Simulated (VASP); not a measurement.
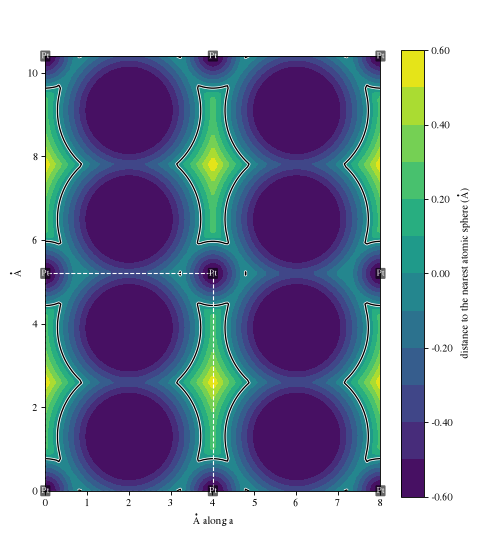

Map of the distance to the nearest atomic sphere in Te$_{2}$Pt in space group P-3m1, computed on the section y = 0.000 (parallel to a and c; the dashed line is one cell). The black line marks the spheres' surfaces; positive values are empty space; unlabelled circles belong to atoms above or below the section.

Hard-sphere model; Shannon crystal radii (six-coordinate where tabulated): Pt 0.77 Å, Te 2.07 Å.

Source of the atomic positions: an entry of the Crystallography Open Database, as set up for an electronic-structure calculation.

```cif
data_structure
_symmetry_space_group_name_H-M 'P 1'
_symmetry_Int_Tables_number 1
_cell_length_a 4.0100
_cell_length_b 4.0100
_cell_length_c 5.2010
_cell_angle_alpha 90.000
_cell_angle_beta 90.000
_cell_angle_gamma 120.000
_cell_volume 72.43
loop_
_atom_site_label
_atom_site_type_symbol
_atom_site_fract_x
_atom_site_fract_y
_atom_site_fract_z
_atom_site_occupancy
Pt1 Pt 0.00000 0.00000 0.00000 1
Te1 Te 0.66667 0.33333 0.75000 1
Te2 Te 0.33333 0.66667 0.25000 1
```

### Where is the largest hole in this section, and how large is it?

At 0.000, 0.000, 0.500 (fractional), where the distance reaches 0.59 Å; it is enclosed by 6 Te in an octahedral arrangement. It is the largest hole of the crystal.

### How much of the crystal lies outside the spheres?

About 7 % of the cell's volume, and 16 % of this section's area.

### What can pass through?

The largest sphere that fits anywhere has a diameter of 1.17 Å; no sphere of appreciable size can travel through the crystal.
